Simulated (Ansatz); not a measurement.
# Calculations on Rh

### Relaxation

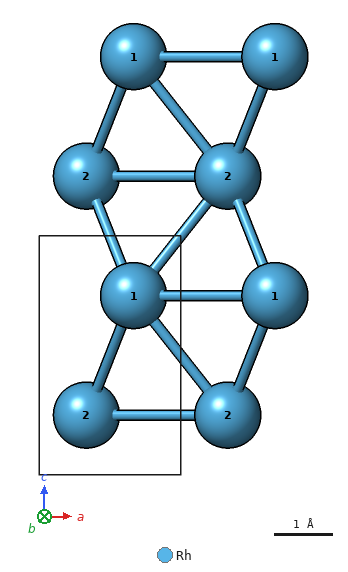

Starting structure of solid Rh (set up in P6_3/mmc). A ball-and-stick model of the cell of the calculation, repeated 2 × 1 × 2 with one cell outlined, seen along the b axis.

Case: biaxial strain in the a-b plane of +6.0 %; c and atoms relaxed.

Computed with Ansatz 0.2.0, DFT PBEsol, scalar-relativistic, plane waves, PAW.

Input
```yaml
crystal:
  lattice:
    - [2.8500602498, 0.0, 0.0]
    - [-1.4250301249, 2.4682245786, 0.0]
    - [0.0, 0.0, 4.1731755152]
  atoms:
    - { symbol: Rh, position: [0.6666666667, 0.3333333333, 0.75] }
    - { symbol: Rh, position: [0.3333333333, 0.6666666667, 0.25] }
basis:
  ecutwfc: 420
kpoints:
  mp_grid: { grid: [24, 24, 12] }
hamiltonian:
  xc: pbesol
scf:
  occupations: { method: gaussian, width: 0.1 }
output:
  forces: true
  stress: true
  eigenvalues: true
  write_density: true
  write_potential: true
  elf: true
  volumetric_format: npy
relax:
  adjacent_minimum: "off"
  f_tol: 0.008
  max_steps: 40
  cell: { stress_tol: 0.015, fix: [a, b, gamma] }
```

Launched with:
```bash
ansatz run input.yaml --threads 1 --pin off --max-ram 2560MiB --backend cpu --events-out ev --progress --plain --runs-dir out
```

### What does the optimiser find from here?

The atoms keep their places relative to the cell (all moves are under 0.005 Å). The drawn cell changes as follows: a = b unchanged at 2.850 Å, c 4.173 → 4.128 Å (−1.1 %); the volume changes by −1.1 %. Some distances before and after: Rh1–Rh2 2.657 → 2.640 Å. The space group stays P6_3/mmc (No. 194). The energy falls by 4.8 meV per cell of the calculation in 3 accepted moves (4 points after the start). All forces vanish by symmetry, so only the cell relaxes. Pressure: −16.35 GPa at the start and −13.56 GPa at the end. The SCF was repeated once at an unchanged geometry on a basis and grid sized afresh for the cell, which shifted the energy by 0.2 meV per cell of the calculation at most.

The end point in the same view:

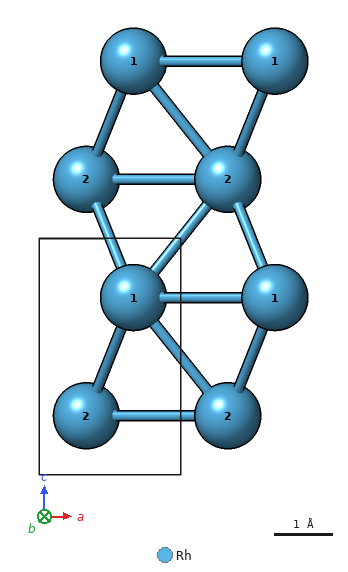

### Relaxation

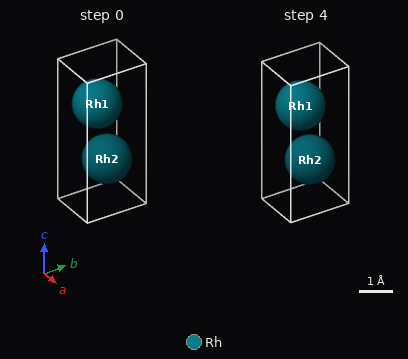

The structure of a crystal of Rh (set up in P6_3/mmc) (coarse preliminary run) before (left) and after (right) a relaxation, at one scale.

The picture is a spheres-only view of the cell of the calculation, seen from a free direction.

Theory: Ansatz, DFT PBEsol, scalar-relativistic, plane waves, PAW. (plane-wave cutoff 420 eV; k-point mesh 12 × 12 × 4; occupations gaussian; smearing width 0.1 eV; no spin polarisation; cell and atoms relaxed; force threshold 0.05 eV/Å; at most 80 steps)

Summarise the run.

Answer. The energy falls by 72.8 meV per cell of the calculation in 2 accepted moves (4 points after the start). All forces vanish by symmetry, so only the cell relaxes. The pressure goes from −14.20 to 0.27 GPa. The line search rejected the trial step at point 1 of the run. The SCF was repeated once at an unchanged geometry on a basis and grid sized afresh for the cell, which shifted the energy by 0.9 meV per cell of the calculation at most. The atoms keep their places relative to the cell (all moves are under 0.005 Å). The drawn cell changes as follows: a = b 2.731 → 2.682 Å (−1.8 %), c 4.428 → 4.338 Å (−2.0 %); the volume changes by −5.5 %. Among the contacts that change: Rh1–Rh2 2.718 → 2.665 Å, Rh1–Rh1 2.731 → 2.682 Å. The space group stays P6_3/mmc (No. 194). Cost: 8.5 s on 1 thread of Arm Neoverse V2, on a shared host, peak memory 0.3 GiB.

### A change

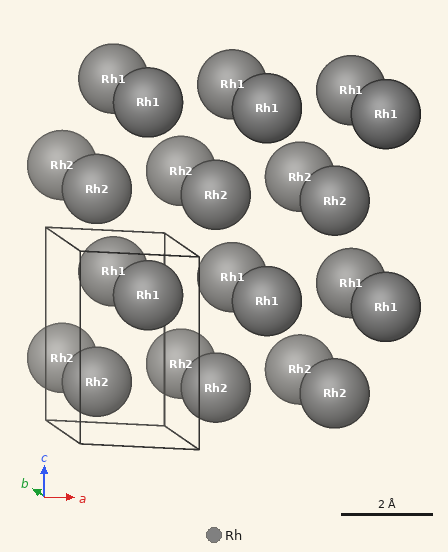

This is a crystal of Rh (set up in P6_3/mmc). A spheres-only model of the cell of the calculation, repeated 3 × 2 × 2 with one cell outlined, seen slightly off an axis.

Level of theory: DFT PBEsol, scalar-relativistic, plane waves, PAW (Ansatz). Set-up: plane-wave cutoff 420 eV; k-point mesh 24 × 24 × 12; occupations gaussian; smearing width 0.1 eV; no spin polarisation.

The variant: Biaxial strain in the a–b plane, −6.0 %, is applied. The c axis and the atoms are relaxed.

What is the effect?

Answer. It costs 197 meV per atom. Pressure: 0.0 GPa before, 30.5 GPa after. The principal stresses (compression positive) are 0.0 GPa along c and 45.8 GPa across it. The volume changes by −7.1 %, with a = b 2.689 → 2.527 Å (−6.0 %), c 4.329 → 4.549 Å (+5.1 %). The atoms keep their places relative to the cell (all moves are under 0.005 Å). Near-neighbour distances before and after: Rh–Rh 2.689 → 2.527 Å, Rh–Rh 2.664 → 2.702 Å. The space group stays P6_3/mmc (No. 194).

The changed structure in the same view:

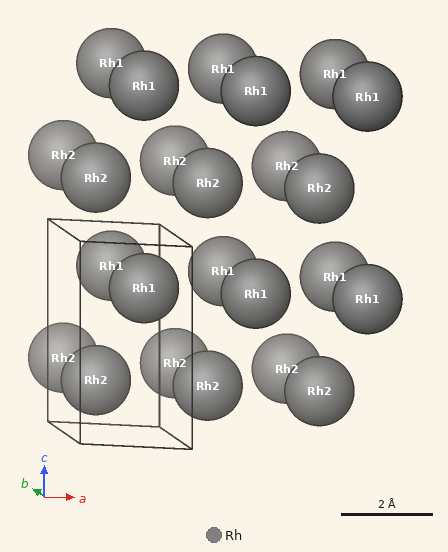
